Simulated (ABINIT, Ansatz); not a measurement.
# BN (P6_3/mmc): phonons by linear response

Aim: the phonon dispersion of BN (P6_3/mmc), checked by a second program.

Method: DFT LDA, scalar-relativistic, plane waves, PseudoDojo stringent norm-conserving pseudopotentials, in ABINIT 10.8.3.

The database entry behind the starting cell differs from later determinations by our own check (about 0.3 % short, minor phase), so it need not match the best structure at ambient conditions.

**1. Set-up**

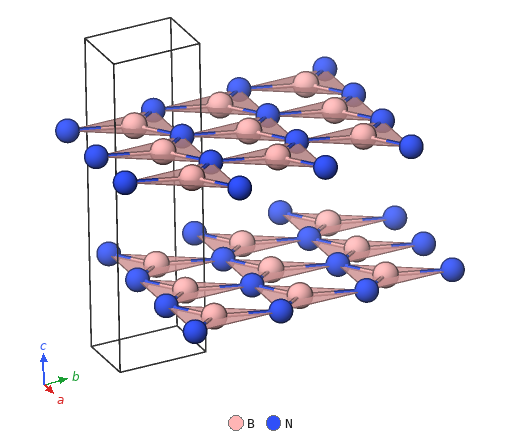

The cell as given, slightly off an axis (boron pink, nitrogen blue). 3×3×1 cells are drawn. Some periodic images of atoms are drawn too.

Coordinates:

```cif
data_structure
_symmetry_space_group_name_H-M 'P6_3/mmc'
_symmetry_Int_Tables_number 194
_cell_length_a 2.4982
_cell_length_b 2.4982
_cell_length_c 6.6357
_cell_angle_alpha 90.000
_cell_angle_beta 90.000
_cell_angle_gamma 120.000
_cell_volume 35.87
loop_
_atom_site_label
_atom_site_type_symbol
_atom_site_symmetry_multiplicity
_atom_site_Wyckoff_symbol
_atom_site_fract_x
_atom_site_fract_y
_atom_site_fract_z
_atom_site_occupancy
B1 B 2 c 0.33333 0.66667 0.25000 1
N1 N 2 d 0.33333 0.66667 0.75000 1
```

**2. A probe with smearing**

A first run with smearing and empty bands tells whether the crystal has a gap, which decides between fixed occupations and smearing later on.

probe.abi reads:

```
# ground state
tolvrs 1.0d-08
prtden 1
prtwf 1
prtpot 1

# basis, mesh and filling
ecut 36.0
ngkpt 9 9 4
nshiftk 1
shiftk 0.0 0.0 0.0
istwfk *1
occopt 7
tsmear 0.005
nband 14
nstep 100
diemac 9.0
prtebands 0
prtgsr 0
useylm 1

# cell and atoms
acell 4.720989388 4.720989388 12.53965565
rprim 
    1.0 0.0 0.0
    -0.5 0.8660254038 0.0
    0.0 0.0 1.0
ntypat 2
znucl 5 7
natom 4
typat 1 1 2 2
xred 
    1/3 2/3 0.25
    2/3 1/3 0.75
    1/3 2/3 0.75
    2/3 1/3 0.25
pp_dirpath "./pseudo"
pseudos "B.upf, N.upf"
```

The run is started by

```console
$ OMP_NUM_THREADS=1 mpirun -n 8 abinit probe.abi > probe.log
```

Numbers of over 12 decimals in the logs are rounded to 6 here.

probe.abo, the main output file:

```text
[banners, grids, parts of the stress and lines that vanish by symmetry left out]
- input  file    -> probe.abi
- output file    -> probe.abo
- root for input  files -> probei
[...]
Symmetries : space group P6_3/m m c (#194); Bravais hP (primitive hexag.)
[...]
mpw =        2528          nfft =       52488          nkpt =          36
[...]
== DATASET  1 ==================================================================
[...]
cutoff_energies: {ecut:  36.0, pawecutdg:  -1.0, }
[...]
ETOT  1  -26.663858418828    -2.666E+01 8.192E-02 6.976E+02
 ETOT  2  -26.708647359546    -4.479E-02 3.155E-01 3.268E+02
 ETOT  3  -26.837278665727    -1.286E-01 5.791E-02 1.681E+01
 ETOT  4  -26.842063858749    -4.785E-03 8.381E-03 1.082E-01
 ETOT  5  -26.842075020438    -1.116E-05 6.155E-03 8.686E-04
 ETOT  6  -26.842075104317    -8.388E-08 1.964E-03 3.513E-05
 ETOT  7  -26.842075112598    -8.281E-09 1.238E-03 5.870E-08
 ETOT  8  -26.842075112608    -9.926E-12 1.580E-03 1.143E-10
 At SCF step    8       vres2   =  1.14E-10 < tolvrs=  1.00E-08 =>converged.
[...]
sigma(1 1)=  1.60902938E-04  sigma(3 2)=  0.00000000E+00
  sigma(2 2)=  1.60902938E-04  sigma(3 1)=  0.00000000E+00
  sigma(3 3)=  4.10850838E-05  sigma(2 1)=  0.00000000E+00
[...]
convergence: {deltae: -9.926E-12, res2:  1.143E-10, residm:  1.580E-03, diffor: null, }
etotal    :  -2.68420751E+01
[...]
sigma(1 1)=  1.60902938E-04  sigma(3 2)=  0.00000000E+00
  sigma(2 2)=  1.60902938E-04  sigma(3 1)=  0.00000000E+00
  sigma(3 3)=  4.10850838E-05  sigma(2 1)=  0.00000000E+00
[...]
- sigma(1 1)=  4.73392787E+00  sigma(3 2)=  0.00000000E+00
- sigma(2 2)=  4.73392787E+00  sigma(3 1)=  0.00000000E+00
- sigma(3 3)=  1.20876490E+00  sigma(2 1)=  0.00000000E+00
[...]
fcart     -5.7035612704E-29 -3.2929526348E-29 -0.0000000000E+00
           strten      1.6090293792E-04  1.6090293775E-04  4.1085083829E-05
================================================================================

[key lines of the parts left out:]
pressure_GPa:  -3.5589E+00
```

Run time: 6.4 s. Hardware: 8 MPI ranks of Arm Neoverse V2, shared host.

Numbers from this step:

| Quantity | Value |
| --- | --- |
| volume per atom | 8.967 Å³ |
| pressure | -3.559 GPa |
| gap on the k-mesh | 4.257 eV |

A gap of 4.3 eV opens on this mesh, so the crystal is taken as an insulator; the printed pressure holds the stress of the finite basis too.

**3. Relaxing the cell and atoms**

The harmonic expansion needs vanishing forces, and a free crystal bears no stress, so cell and atoms are brought to rest. Stress is more sensitive to the basis than forces are: the last 3 Ha under the cutoff are smoothed with ecutsm, and the cutoff is raised above that of the later runs.

relax.abi reads:

```
# relaxation
ionmov 2
optcell 2
dilatmx 1.08
ntime 40
tolmxf 1.0d-05
tolvrs 1.0d-14
prtwf 0
prtden 0
chksymtnons 0

# basis, mesh and filling
ecut 44.0
ecutsm 3.0
ngkpt 9 9 4
nshiftk 1
shiftk 0.0 0.0 0.0
istwfk *1
occopt 1
nband 8
nstep 100
diemac 9.0
prtebands 0
prtgsr 0
useylm 1

# cell and atoms
acell 4.720989388 4.720989388 12.53965565
rprim 
    1.0 0.0 0.0
    -0.5 0.8660254038 0.0
    0.0 0.0 1.0
ntypat 2
znucl 5 7
natom 4
typat 1 1 2 2
xred 
    1/3 2/3 0.25
    2/3 1/3 0.75
    1/3 2/3 0.75
    2/3 1/3 0.25
pp_dirpath "./pseudo"
pseudos "B.upf, N.upf"
```

The run is started by

```console
$ OMP_NUM_THREADS=1 mpirun -n 8 abinit relax.abi > relax.log
```

relax.abo, the main output file:

```text
[banners, grids, parts of the stress and lines that vanish by symmetry left out]
- input  file    -> relax.abi
- output file    -> relax.abo
- root for input  files -> relaxi
[...]
Symmetries : space group P6_3/m m c (#194); Bravais hP (primitive hexag.)
[...]
mpw =        4295          nfft =       92160          nkpt =          36
[...]
== DATASET  1 ==================================================================
[...]
cutoff_energies: {ecut:  44.0, pawecutdg:  -1.0, }
[...]
ETOT  1  -26.656895076554    -2.666E+01 2.351E-01 1.034E+03
 ETOT  2  -26.781975955034    -1.251E-01 8.624E-04 2.585E+02
 ETOT  3  -26.835428752623    -5.345E-02 7.481E-04 4.134E+01
 ETOT  4  -26.842508621512    -7.080E-03 7.478E-05 1.497E-01
 ETOT  5  -26.842522982804    -1.436E-05 2.684E-06 4.514E-03
[...]
At SCF step   13       vres2   =  7.56E-16 < tolvrs=  1.00E-14 =>converged.
[...]
sigma(1 1)=  1.36723642E-04  sigma(3 2)=  0.00000000E+00
  sigma(2 2)=  1.36723642E-04  sigma(3 1)=  0.00000000E+00
  sigma(3 3)=  1.90352127E-05  sigma(2 1)=  0.00000000E+00
[...]
convergence: {deltae:  4.157E-13, res2:  7.564E-16, residm:  1.527E-17, diffor: null, }
etotal    :  -2.68425236E+01
[...]
ETOT  1  -26.841692859251    -2.684E+01 9.381E-05 1.135E+01
[...]
At SCF step   11       vres2   =  2.94E-15 < tolvrs=  1.00E-14 =>converged.
[...]
sigma(1 1)= -1.58515547E-05  sigma(3 2)=  0.00000000E+00
  sigma(2 2)= -1.58515548E-05  sigma(3 1)=  0.00000000E+00
  sigma(3 3)=  1.82137285E-05  sigma(2 1)=  0.00000000E+00
[...]
convergence: {deltae:  8.598E-13, res2:  2.941E-15, residm:  1.059E-17, diffor: null, }
etotal    :  -2.68426471E+01
[...]
ETOT  1  -26.842647138290    -2.684E+01 8.347E-07 5.470E-02
[...]
At SCF step   10       vres2   =  7.37E-17 < tolvrs=  1.00E-14 =>converged.
[...]
sigma(1 1)= -1.09083054E-06  sigma(3 2)=  0.00000000E+00
  sigma(2 2)= -1.09083071E-06  sigma(3 1)=  0.00000000E+00
  sigma(3 3)=  1.78994695E-05  sigma(2 1)=  0.00000000E+00
[...]
convergence: {deltae:  1.599E-13, res2:  7.373E-17, residm:  5.637E-19, diffor: null, }
etotal    :  -2.68426508E+01
[...]
ETOT  1  -26.842654184585    -2.684E+01 1.327E-04 1.304E-02
[...]
At SCF step   10       vres2   =  1.72E-16 < tolvrs=  1.00E-14 =>converged.
[...]
sigma(1 1)=  1.07153199E-05  sigma(3 2)=  0.00000000E+00
  sigma(2 2)=  1.07153198E-05  sigma(3 1)=  0.00000000E+00
  sigma(3 3)=  1.69264456E-05  sigma(2 1)=  0.00000000E+00
[...]
convergence: {deltae: -3.908E-14, res2:  1.718E-16, residm:  4.057E-19, diffor: null, }
etotal    :  -2.68426559E+01
[...]
ETOT  1  -26.842606687935    -2.684E+01 3.779E-04 3.797E-01
[...]
sigma(1 1)=  2.93254697E-05  sigma(3 2)=  0.00000000E+00
  sigma(2 2)=  2.93254695E-05  sigma(3 1)=  0.00000000E+00
[...]
convergence: {deltae: -8.171E-14, res2:  1.398E-15, residm:  4.352E-18, diffor: null, }
etotal    :  -2.68426694E+01
[...]
ETOT  1  -26.842428183933    -2.684E+01 4.400E-03 1.780E+00
[...]
convergence: {deltae:  1.137E-13, res2:  1.397E-16, residm:  1.155E-17, diffor: null, }
etotal    :  -2.68426852E+01
[...]
ETOT  1  -26.842423389113    -2.684E+01 1.082E-03 2.088E+00
[...]
convergence: {deltae: -7.638E-13, res2:  1.212E-16, residm:  2.422E-18, diffor: null, }
etotal    :  -2.68426957E+01
[...]
ETOT  1  -26.842668961214    -2.684E+01 1.373E+00 2.822E-01
[...]
convergence: {deltae:  1.258E-12, res2:  3.888E-15, residm:  5.255E-18, diffor: null, }
etotal    :  -2.68426985E+01
[...]
ETOT  1  -26.842698484129    -2.684E+01 2.116E-09 2.399E-03
[...]
At SCF step    9       vres2   =  2.00E-15 < tolvrs=  1.00E-14 =>converged.
[...]
sigma(2 2)=  1.07178790E-07  sigma(3 1)=  0.00000000E+00
  sigma(3 3)= -9.00940812E-08  sigma(2 1)=  0.00000000E+00
[...]
convergence: {deltae: -1.098E-12, res2:  2.003E-15, residm:  2.334E-19, diffor: null, }
etotal    :  -2.68426988E+01
[...]
ETOT  1  -26.842698731661    -2.684E+01 4.535E-11 2.011E-04
[...]
ETOT  8  -26.842698761647     2.665E-13 3.712E-18 1.117E-14
 ETOT  9  -26.842698761647     2.380E-13 2.771E-19 1.846E-17
 At SCF step    9       vres2   =  1.85E-17 < tolvrs=  1.00E-14 =>converged.
[...]
sigma(1 1)= -7.45689277E-09  sigma(3 2)=  0.00000000E+00
  sigma(2 2)= -7.45706991E-09  sigma(3 1)=  0.00000000E+00
  sigma(3 3)= -3.91413831E-09  sigma(2 1)=  0.00000000E+00
[...]
convergence: {deltae:  2.380E-13, res2:  1.846E-17, residm:  2.771E-19, diffor: null, }
etotal    :  -2.68426988E+01
[...]
At Broyd/MD step  10, gradients are converged :
[...]
sigma(1 1)= -7.45689277E-09  sigma(3 2)=  0.00000000E+00
  sigma(2 2)= -7.45706991E-09  sigma(3 1)=  0.00000000E+00
  sigma(3 3)= -3.91413831E-09  sigma(2 1)=  0.00000000E+00
[...]
- sigma(1 1)= -2.19389360E-04  sigma(3 2)=  0.00000000E+00
- sigma(2 2)= -2.19394571E-04  sigma(3 1)=  0.00000000E+00
- sigma(3 3)= -1.15157925E-04  sigma(2 1)=  0.00000000E+00
[...]
fcart      1.7173201987E-28  9.9149527896E-29 -0.0000000000E+00
           strten     -7.4568927734E-09 -7.4570699121E-09 -3.9141383121E-09
================================================================================

[key lines of the parts left out:]
pressure_GPa:   1.8465E-04
Total energy (etotal) [Ha]= -2.68426987616472E+01
```

The job ended after 48 s (8 MPI ranks; 6.3 min of CPU time).

The steps of the relaxation:

| step | energy less that of the first step (eV) | largest force (eV/Å) | volume (Å³) |
| --- | --- | --- | --- |
| 1 | 0.0000 | 0.0000 | 35.87 |
| 2 | -0.0034 | 0.0000 | 35.55 |
| 3 | -0.0035 | 0.0000 | 35.56 |
| 4 | -0.0036 | 0.0000 | 35.54 |
| 5 | -0.0040 | 0.0000 | 35.39 |
| 6 | -0.0044 | 0.0000 | 35.12 |
| 7 | -0.0047 | 0.0000 | 34.87 |
| 8 | -0.0048 | 0.0000 | 34.80 |
| 9 | -0.0048 | 0.0000 | 34.81 |
| 10 | -0.0048 | 0.0000 | 34.81 |

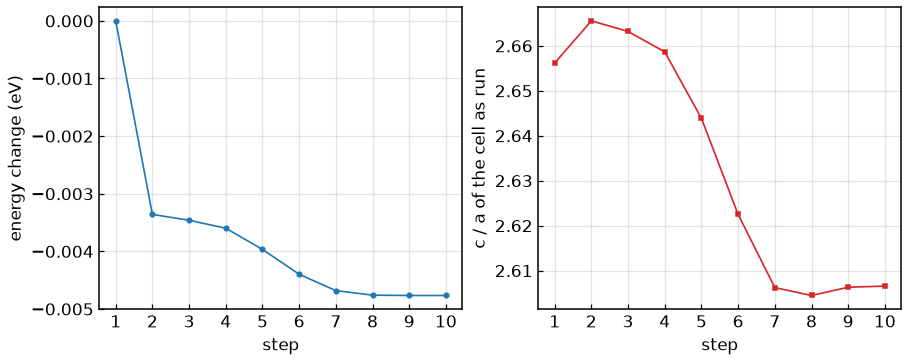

Energy and cell shape along the relaxation.

| conventional cell, symmetrised | before | after | change |
| --- | --- | --- | --- |
| a (Å) | 2.498 | 2.489 | -0.4 % |
| b (Å) | 2.498 | 2.489 | -0.4 % |
| c (Å) | 6.636 | 6.488 | -2.2 % |
| volume (Å³/atom) | 8.97 | 8.70 | -2.9 % |

Final coordinates:

```xyz
4
Lattice="2.4891 0.0000 0.0000 -1.2446 2.1557 0.0000 0.0000 0.0000 6.4880" Properties=species:S:1:pos:R:3 pbc="T T T"
B     0.0000    1.4371    1.6220
B     1.2446    0.7186    4.8660
N     0.0000    1.4371    4.8660
N     1.2446    0.7186    1.6220
```

This step gave:

| Quantity | Value |
| --- | --- |
| volume per atom | 8.703 Å³ |
| pressure | 1.85e-4 GPa |

The volume changes by -2.9 % in this run and stands -2.9 % from the first cell.

**4. Self-consistent run for the response**

The response is built on these wavefunctions, so the potential is converged far more tightly than an energy would need.

gs.abi, as its differences from probe.abi of step 2:

```diff
@@ -1,3 +1,3 @@
 # ground state
-tolvrs 1.0d-08
+tolvrs 1.0d-16
 prtden 1
@@ -12,5 +12,4 @@
 istwfk *1
-occopt 7
-tsmear 0.005
-nband 14
+occopt 1
+nband 8
 nstep 100
@@ -22,3 +21,3 @@
 # cell and atoms
-acell 4.720989388 4.720989388 12.53965565
+acell 4.703802864 4.703802864 12.26062513
 rprim
```

The run is started by

```console
$ OMP_NUM_THREADS=1 mpirun -n 8 abinit gs.abi > gs.log
```

gs.abo, the main output file:

```text
[banners, grids, parts of the stress and lines that vanish by symmetry left out]
- input  file    -> gs.abi
- output file    -> gs.abo
- root for input  files -> gsi
[...]
Symmetries : space group P6_3/m m c (#194); Bravais hP (primitive hexag.)
[...]
mpw =        2446          nfft =       52488          nkpt =          36
[...]
== DATASET  1 ==================================================================
[...]
cutoff_energies: {ecut:  36.0, pawecutdg:  -1.0, }
[...]
ETOT  1  -26.665725089658    -2.667E+01 1.512E-01 6.014E+02
 ETOT  2  -26.781124837931    -1.154E-01 7.542E-04 1.529E+02
 ETOT  3  -26.835471947988    -5.435E-02 9.712E-04 2.254E+01
 ETOT  4  -26.842233276130    -6.761E-03 7.791E-05 8.375E-02
 ETOT  5  -26.842246950707    -1.367E-05 2.612E-06 2.475E-03
[...]
ETOT 13  -26.842247582089     6.395E-13 6.675E-18 8.323E-16
 ETOT 14  -26.842247582090    -5.187E-13 5.131E-19 6.188E-17
 At SCF step   14       vres2   =  6.19E-17 < tolvrs=  1.00E-16 =>converged.
[...]
sigma(1 1)=  2.50997664E-05  sigma(3 2)=  0.00000000E+00
  sigma(2 2)=  2.50997662E-05  sigma(3 1)=  0.00000000E+00
  sigma(3 3)=  2.27452947E-05  sigma(2 1)=  0.00000000E+00
[...]
convergence: {deltae: -5.187E-13, res2:  6.188E-17, residm:  5.131E-19, diffor: null, }
etotal    :  -2.68422476E+01
[...]
sigma(1 1)=  2.50997664E-05  sigma(3 2)=  0.00000000E+00
  sigma(2 2)=  2.50997662E-05  sigma(3 1)=  0.00000000E+00
  sigma(3 3)=  2.27452947E-05  sigma(2 1)=  0.00000000E+00
[...]
- sigma(1 1)=  7.38460622E-01  sigma(3 2)=  0.00000000E+00
- sigma(2 2)=  7.38460617E-01  sigma(3 1)=  0.00000000E+00
- sigma(3 3)=  6.69189675E-01  sigma(2 1)=  0.00000000E+00
[...]
fcart     -4.5795205301E-28 -1.0575949643E-27 -2.1447000645E-32
           strten      2.5099766376E-05  2.5099766198E-05  2.2745294744E-05
================================================================================

[key lines of the parts left out:]
pressure_GPa:  -7.1537E-01
```

Run time: 5.9 s. Hardware: 8 MPI ranks.

Numbers from this step:

```yaml
pressure: -0.7154 GPa
```

The cell stands at -0.72 GPa: the relaxation ran with a smoothed and higher cutoff, and the difference is a stress of the finite basis.

**5. The gap at rest**

Empty bands on the ground state's density check that the gap assumed so far is there in this cell.

gap.abi reads:

```
# empty bands on the ground state's density
iscf -2
getden_filepath "gso_DEN"
tolwfr 1.0d-12
nbdbuf 2
prtwf 0

# basis, mesh and filling
ecut 36.0
ngkpt 9 9 4
nshiftk 1
shiftk 0.0 0.0 0.0
istwfk *1
occopt 1
nband 12
nstep 100
diemac 9.0
prtebands 0
prtgsr 0
useylm 1

# cell and atoms
acell 4.703802864 4.703802864 12.26062513
rprim 
    1.0 0.0 0.0
    -0.5 0.8660254038 0.0
    0.0 0.0 1.0
ntypat 2
znucl 5 7
natom 4
typat 1 1 2 2
xred 
    1/3 2/3 0.25
    2/3 1/3 0.75
    1/3 2/3 0.75
    2/3 1/3 0.25
pp_dirpath "./pseudo"
pseudos "B.upf, N.upf"
```

The run is started by

```console
$ OMP_NUM_THREADS=1 mpirun -n 8 abinit gap.abi > gap.log
```

gap.abo, the main output file:

```text
[banners, grids, parts of the stress and lines that vanish by symmetry left out]
- input  file    -> gap.abi
- output file    -> gap.abo
- root for input  files -> gapi
[...]
Symmetries : space group P6_3/m m c (#194); Bravais hP (primitive hexag.)
[...]
mpw =        2446          nfft =       52488          nkpt =          36
[...]
== DATASET  1 ==================================================================
[...]
cutoff_energies: {ecut:  36.0, pawecutdg:  -1.0, }
[...]
-outvars: echo values of variables after computation
            acell      4.7038028640E+00  4.7038028640E+00  1.2260625130E+01 Bohr
================================================================================
```

Elapsed: 5.4 s, on 8 MPI ranks; 42 s of CPU time.

This step gave:

- gap on the k-mesh: 4.252 eV

In this cell the gap on the mesh is 4.3 eV, indirect (smallest direct 4.5 eV), so fixed occupations hold.

(Part 1 of 5 ends here.)

[Host names and launcher messages were left out of these logs when they were recorded.]

[Logs are printed without paths, hosts, clocks, repeated set-up lines and the standing remarks that a program may print on its own settings, such as how far it seeks lower states.]

[Hosts, paths, dates, database ids (printed as entryN), source tags and the programs' standing remarks are cut or masked in the printed files.]
